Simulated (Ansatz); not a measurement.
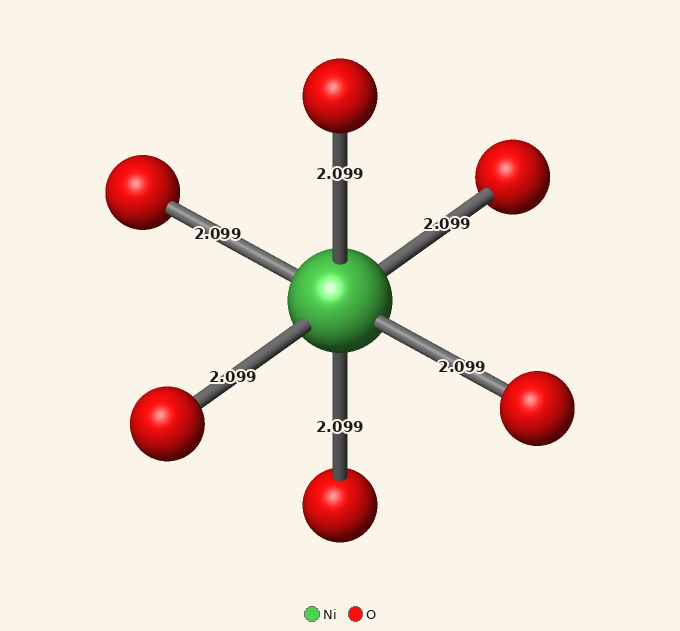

The surroundings of site Ni1 (at 0.000, 0.000, 0.000) in NiO (Fm-3m, No. 225), with bond lengths in Å.

Origin of the cell: the input geometry of an electronic-structure calculation (not necessarily at equilibrium).

```
Ni O
1.0
     4.19864    0.00000    0.00000
     0.00000    4.19864    0.00000
     0.00000    0.00000    4.19864
Ni O
4 4
Cartesian
  0.0000 0.0000 0.0000
  0.0000 2.0993 2.0993
  2.0993 0.0000 2.0993
  2.0993 2.0993 0.0000
  0.0000 2.0993 0.0000
  0.0000 0.0000 2.0993
  2.0993 2.0993 2.0993
  2.0993 0.0000 0.0000
```

Bond valence s = exp((R0 − d)/b), R0 fitted to published crystal structures with b = 0.37 Å, summed over all anions within 5 Å; R0 in Å: Ni2+–O 1.665; Ni3+–O 1.694.

Question: Which oxidation state of Ni do these bonds support?

Answer: With the Ni2+ parameters the computed sum is 6 × 0.309 = 1.86. With the Ni3+ parameters the computed sum is 6 × 0.335 = 2.01. The sum matches its own assumption best for Ni2+, which also balances the formula's charge.

Question: And over the whole structure?

Answer:
```csv
site,"x, y, z",formal valence,bond-valence sum,difference
Ni1,"0.000, 0.000, 0.000",+2,1.90,-0.10
O1,"0.000, 0.500, 0.000",−2,1.90,-0.10
```

These sums include all anions within 5 Å. The global instability index (root mean square of the differences over all atoms) is 0.10 v.u.: little strain. The cell was not relaxed for this table, and a volume that is off by a few per cent shifts all sums together.
